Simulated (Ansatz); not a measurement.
# Geometry relaxation of AlAs3 (part 1 of 2)

The run: geometry relaxation of AlAs3 (Pm-3n, 8 atoms in the cell). Method and program: DFT r2SCAN, scalar-relativistic, plane waves, PAW, no spin polarisation (Ansatz 0.2.0).

The structure was made by swapping elements on the sites of another compound; it need not be a known phase. It belongs to a series of runs on one base structure; here: A15 type (Pm-3n, No. 223). Figures and captions count atoms from 1; the log counts them from 0 in places.

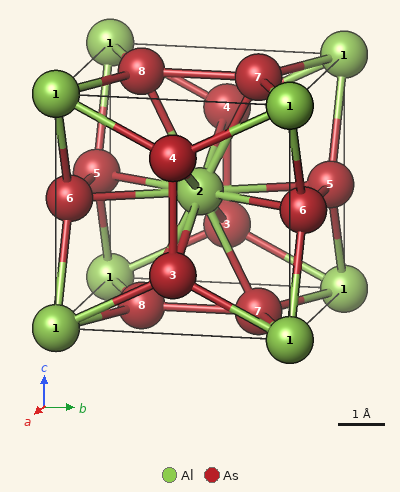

Figure 1. The structure as given in the input (ball-and-stick view of the cell of the calculation, seen slightly off an axis; atoms are numbered from 1 in the order of the input). Near neighbours in the crystal (not all of them lie inside the picture): Al has 12 As at 2.97 Å; As has 4 Al at 2.97 Å and 2 As at 2.65 Å.

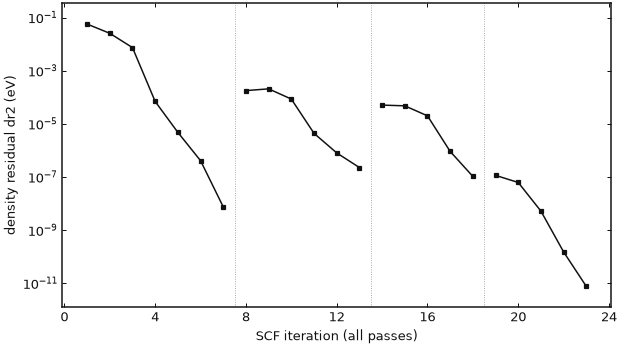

Figure 2. Convergence of the self-consistent field: density residual dr2 against the SCF iteration. The dotted lines part the SCF passes of the relaxation: geometry steps, rejected trials and re-solves on a re-selected basis. The passes take 7, 6, 5 and 5 iterations.

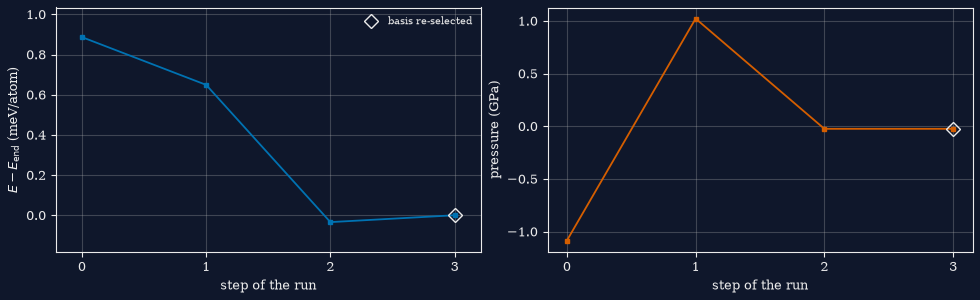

Figure 3. Progress of the relaxation, step by step (the first geometry is step 0 here and step 1 in the log). The atoms keep their places relative to the cell (all moves are under 0.005 Å). After 2 geometry steps the energy has fallen by 0.9 meV per atom. All forces vanish by symmetry, so only the cell relaxes. Pressure: −1.09 GPa at the start and −0.02 GPa at the end. A last SCF at the same geometry on a re-selected plane-wave basis shifts the energy by +0.0 meV per atom.

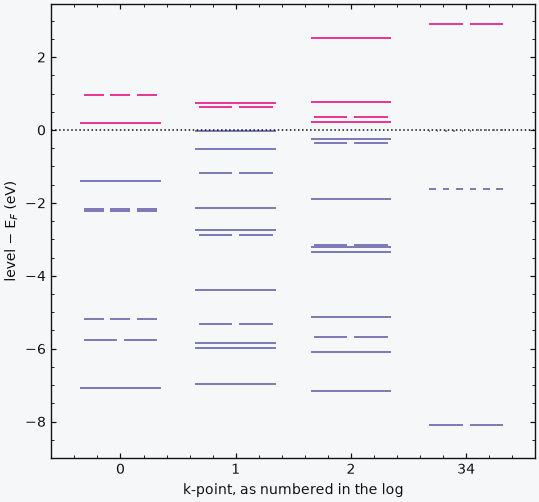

Figure 4. Kohn–Sham levels near the Fermi level (dotted) at the few k-points that the log prints; levels within 0.02 eV of each other stand side by side. The system is metallic on the full mesh.

The input that produced these results follows, with the program's output.

**Input**
```yaml
crystal:
  lattice:
    - [5.3088386274, 0.0, 0.0]
    - [0.0, 5.3088386274, 0.0]
    - [0.0, 0.0, 5.3088386274]
  atoms:
    - { symbol: Al, position: [0.0, 0.0, 0.0] }
    - { symbol: Al, position: [0.5, 0.5, 0.5] }
    - { symbol: As, position: [0.0, 0.5, 0.25] }
    - { symbol: As, position: [0.0, 0.5, 0.75] }
    - { symbol: As, position: [0.25, 0.0, 0.5] }
    - { symbol: As, position: [0.75, 0.0, 0.5] }
    - { symbol: As, position: [0.5, 0.75, 0.0] }
    - { symbol: As, position: [0.5, 0.25, 0.0] }
basis:
  ecutwfc: 500
kpoints:
  mp_grid: { grid: [8, 8, 8] }
hamiltonian:
  xc: r2scan
scf:
  occupations: { method: gaussian, width: 0.1 }
output:
  forces: true
  stress: true
  eigenvalues: true
relax:
  adjacent_minimum: "off"
  f_tol: 0.01
  max_steps: 80
  cell: { stress_tol: 0.05 }
```

Launch command:
```bash
ansatz run input.yaml --threads 1 --pin off --max-ram 2560MiB --backend cpu --events-out ev --progress --plain --runs-dir out
```

**Log**
```
Engine: ansatz 0.2.0, x86_64-unknown-linux-gnu
Pseudopotentials: kind: paw
Pseudopotential: Al, paw, valence charge 3, recommended cutoff 500 eV (meta_gga), Al.paw.azcp
Pseudopotential: As, paw, valence charge 15, recommended cutoff 500 eV (meta_gga), As.paw.azcp
Functional definition: r2SCAN
  parameter k0 = 0.174
  parameter k1 = 0.065
  parameter a1 = 4.9479
  exchange = r2scan_x(k0 = k0, k1 = k1, a1 = a1)
  correlation = r2scan_c
Crystal: 8 atoms, lattice volume = 149.623 Å³
Basis set: ecut = 500 eV, 3791 PW (Γ), exchange–correlation on 160×160×160 points (64 copies of the dense FFT grid, shifted against one another)
Bands: 58, of which v1, the nominal top of the filled ones, is band 48 counted from 1 (47 counted from 0)
Symmetry: 48 space group operations
Space group: Pm-3n (ITA 223), of the structure as read, at distance tolerance 5.3e-5 Å
k-points: 35 of 512
Non-local potential: Al, projectors of the file, l = 0: 2, l = 1: 2, l = 2: 1
Non-local potential: As, projectors of the file, l = 0: 2, l = 1: 2, l = 2: 3, l = 3: 1
PAW form: soft (Blöchl's): semilocal exchange-correlation on the pseudo side does not see the compensation charge
PAW frozen core: Al, regenerated for the run's functional (the file was generated under x = pbe(κ = 0.804, μ = 0.2195149727645171), c = pbe(β = 0.06672455060314922))
PAW frozen core: As, regenerated for the run's functional (the file was generated under x = pbe(κ = 0.804, μ = 0.2195149727645171), c = pbe(β = 0.06672455060314922))
PAW one-centre angular grid: Al, 302 points (default); XC on 160 Gauss nodes
PAW one-centre angular grid: As, 590 points (default); XC on 160 Gauss nodes
Initial density: superposition of atomic densities (neutral atoms: chi_scale 0, normalization atom), corrected by the library's trained network
Initial wavefunctions: pseudopotential atomic-orbital guess
Functional: x = r2scan, c = r2scan; τ floored in thin density (d = 2e-4 eV/Å³)
SCF iter   1: F=—  HF=-30263.848411 eV  |F-HF|=—  |Δ(HF+E_count)|=         —  Δρ=3.92e-3  dr2=5.68e-2  dr2_τ=6.77e-3  ethr=1.77e-3  ⟨swp⟩=6.2  Hψ=7407  notcnv=0
preconditioner: auto → Kerker (q_TF=auto, 2.534 Å⁻¹)  [metal: Δε(μ)=0.025 eV  Ē_g=8.746 eV  σ=0.100 eV  W_gap=0.14  n_scr=32 (ndim 8)  ℏωp=18.2 eV  f_vac=0.000  D(μ)=4.51/eV (n_scr^D=26)]
SCF iter   2: F=—  HF=-30263.896383 eV  |F-HF|=—  |Δ(HF+E_count)|=   4.80e-2  Δρ=2.64e-3  dr2=2.55e-2  dr2_τ=7.03e-5  ethr=5.92e-5  ⟨swp⟩=2.0  Hψ=4283  notcnv=0  defer=92
SCF iter   3: F=—  HF=-30263.891615 eV  |F-HF|=—  |Δ(HF+E_count)|=   4.77e-3  Δρ=1.44e-3  dr2=7.39e-3  dr2_τ=2.95e-5  ethr=2.66e-5  ⟨swp⟩=2.0  Hψ=2168  notcnv=0  defer=92
SCF iter   4: F=—  HF=-30263.889283 eV  |F-HF|=—  |Δ(HF+E_count)|=   2.33e-3  Δρ=2.43e-4  dr2=6.94e-5  dr2_τ=1.78e-6  ethr=7.70e-6  ⟨swp⟩=2.0  Hψ=2507  notcnv=0  defer=92
SCF iter   5: F=—  HF=-30263.889326 eV  |F-HF|=—  |Δ(HF+E_count)|=   4.28e-5  Δρ=5.71e-5  dr2=4.77e-6  dr2_τ=1.06e-7  ethr=7.23e-8  ⟨swp⟩=2.0  Hψ=2589  notcnv=0  defer=92
SCF iter   6: F=—  HF=-30263.889326 eV  |F-HF|=—  |Δ(HF+E_count)|=   2.95e-7  Δρ=1.36e-5  dr2=4.11e-7  dr2_τ=3.68e-9  ethr=4.96e-9  ⟨swp⟩=2.0  Hψ=2454  notcnv=0  defer=92
SCF iter   7: F=-30263.889326 eV  HF=-30263.889326 eV  |F-HF|=6.09e-9  |Δ(HF+E_count)|=   8.08e-8  Δρ=2.29e-6  dr2=7.50e-9  dr2_τ=9.39e-11  ethr=1.04e-10  ⟨swp⟩=8.9  Hψ=8594  notcnv=0
SCF 1 converged in 7 iterations: F = -30263.889326 eV  dr2 = 7.50e-9
  greatest PAW one-centre occupation: 0.999 electrons in one spin orbital (limit 2), on the As atom at site 3 (counted from 0), in its partial waves of l = 2
relax step   1: F+E_penalty+E_count = -30263.88932614 eV  Δ(F+E_penalty+E_count) = +0.000e0 eV  max|allowed force component| = 1.895e-18 eV/Å  Δτ_max = 0.0000 Å  P = -1.085 GPa  Ω = 149.623 Å³  (7 SCF iters, dr2 threshold 1.00e-7 eV, accepted)
Crystal: 8 atoms, lattice volume = 145.737 Å³
Basis set: ecut = 500 eV, 3743 PW (Γ), exchange–correlation on 160×160×160 points (64 copies of the dense FFT grid, shifted against one another)
Initial density: handed on by an earlier stage of this run
Initial wavefunctions: those handed on with the density
iter 1 solved again at ethr=1.77e-7 eV; its pass at ethr=3.10e-3 eV (dr2=1.70e-4 eV) is discarded
SCF iter   1: F=—  HF=-30263.875549 eV  |F-HF|=—  |Δ(HF+E_count)|=         —  Δρ=3.83e-4  dr2=1.78e-4  dr2_τ=2.82e-3  ethr=1.77e-7  ⟨swp⟩=2.0  Hψ=10590  notcnv=0
preconditioner: auto → Kerker (q_TF=auto, 2.545 Å⁻¹)  [metal: Δε(μ)=0.013 eV  Ē_g=8.867 eV  σ=0.100 eV  W_gap=0.07  n_scr=32 (ndim 8)  ℏωp=18.5 eV  f_vac=0.000  D(μ)=4.63/eV (n_scr^D=32)]
SCF iter   2: F=—  HF=-30263.891092 eV  |F-HF|=—  |Δ(HF+E_count)|=   1.55e-2  Δρ=3.75e-4  dr2=2.07e-4  dr2_τ=1.64e-6  ethr=1.77e-7  ⟨swp⟩=3.0  Hψ=4086  notcnv=0
SCF iter   3: F=—  HF=-30263.891195 eV  |F-HF|=—  |Δ(HF+E_count)|=   1.03e-4  Δρ=2.36e-4  dr2=8.55e-5  dr2_τ=4.06e-7  ethr=1.77e-7  ⟨swp⟩=2.0  Hψ=2339  notcnv=0
SCF iter   4: F=—  HF=-30263.891225 eV  |F-HF|=—  |Δ(HF+E_count)|=   2.97e-5  Δρ=5.38e-5  dr2=4.39e-6  dr2_τ=2.87e-8  ethr=8.91e-8  ⟨swp⟩=2.0  Hψ=2643  notcnv=0
SCF iter   5: F=—  HF=-30263.891227 eV  |F-HF|=—  |Δ(HF+E_count)|=   2.41e-6  Δρ=2.26e-5  dr2=8.06e-7  dr2_τ=9.47e-9  ethr=4.57e-9  ⟨swp⟩=2.0  Hψ=3721  notcnv=0
SCF iter   6: F=-30263.891228 eV  HF=-30263.891228 eV  |F-HF|=2.20e-7  |Δ(HF+E_count)|=   7.20e-7  Δρ=1.20e-5  dr2=2.27e-7  dr2_τ=1.91e-9  ethr=8.33e-10  ⟨swp⟩=4.3  Hψ=6331  notcnv=0
SCF 2 converged in 6 iterations: F = -30263.891228 eV  dr2 = 2.27e-7
  greatest PAW one-centre occupation: 0.999 electrons in one spin orbital (limit 2), on the As atom at site 7 (counted from 0), in its partial waves of l = 2
relax step   2: F+E_penalty+E_count = -30263.89122826 eV  Δ(F+E_penalty+E_count) = -1.902e-3 eV  max|allowed force component| = 9.844e-18 eV/Å  Δτ_max = 0.0000 Å  P = +1.022 GPa  Ω = 145.737 Å³  energy of the carried Pulay correction = +5.193e-4 eV  (6 SCF iters, dr2 threshold 8.00e-7 eV, accepted)
Crystal: 8 atoms, lattice volume = 147.596 Å³
iter 1 solved again at ethr=1.68e-7 eV; its pass at ethr=3.10e-3 eV (dr2=1.61e-4 eV) is discarded
SCF iter   1: F=—  HF=-30263.892434 eV  |F-HF|=—  |Δ(HF+E_count)|=         —  Δρ=2.03e-4  dr2=5.07e-5  dr2_τ=6.68e-4  ethr=1.68e-7  ⟨swp⟩=2.6  Hψ=8749  notcnv=0
preconditioner: auto → Kerker (q_TF=auto, 2.540 Å⁻¹)  [metal: Δε(μ)=0.014 eV  Ē_g=8.769 eV  σ=0.100 eV  W_gap=0.08  n_scr=32 (ndim 8)  ℏωp=18.3 eV  f_vac=0.000  D(μ)=4.69/eV (n_scr^D=32)]
SCF iter   2: F=—  HF=-30263.896668 eV  |F-HF|=—  |Δ(HF+E_count)|=   4.23e-3  Δρ=1.77e-4  dr2=4.76e-5  dr2_τ=3.84e-7  ethr=5.29e-8  ⟨swp⟩=3.0  Hψ=4049  notcnv=0
SCF iter   3: F=—  HF=-30263.896687 eV  |F-HF|=—  |Δ(HF+E_count)|=   1.86e-5  Δρ=1.13e-4  dr2=2.00e-5  dr2_τ=9.40e-8  ethr=4.96e-8  ⟨swp⟩=1.4  Hψ=2070  notcnv=0
SCF iter   4: F=—  HF=-30263.896693 eV  |F-HF|=—  |Δ(HF+E_count)|=   5.86e-6  Δρ=2.40e-5  dr2=9.15e-7  dr2_τ=5.86e-9  ethr=2.09e-8  ⟨swp⟩=2.0  Hψ=2623  notcnv=0
SCF iter   5: F=-30263.896693 eV  HF=-30263.896693 eV  |F-HF|=8.06e-8  |Δ(HF+E_count)|=   5.26e-7  Δρ=7.83e-6  dr2=1.05e-7  dr2_τ=1.11e-9  ethr=8.33e-10  ⟨swp⟩=4.6  Hψ=6792  notcnv=0
SCF 3 converged in 5 iterations: F = -30263.896693 eV  dr2 = 1.05e-7
relax step   3: F+E_penalty+E_count = -30263.89669347 eV  Δ(F+E_penalty+E_count) = -5.465e-3 eV  max|allowed force component| = 1.024e-17 eV/Å  Δτ_max = 0.0000 Å  P = -0.024 GPa  Ω = 147.596 Å³  energy of the carried Pulay correction = +2.692e-4 eV  (5 SCF iters, dr2 threshold 8.00e-7 eV, accepted)
Initial wavefunctions: pseudopotential atomic-orbital guess (no wavefunctions were taken with the density)
iter 1 solved again at ethr=2.70e-8 eV; its pass at ethr=3.10e-3 eV (dr2=2.60e-5 eV) is discarded
```
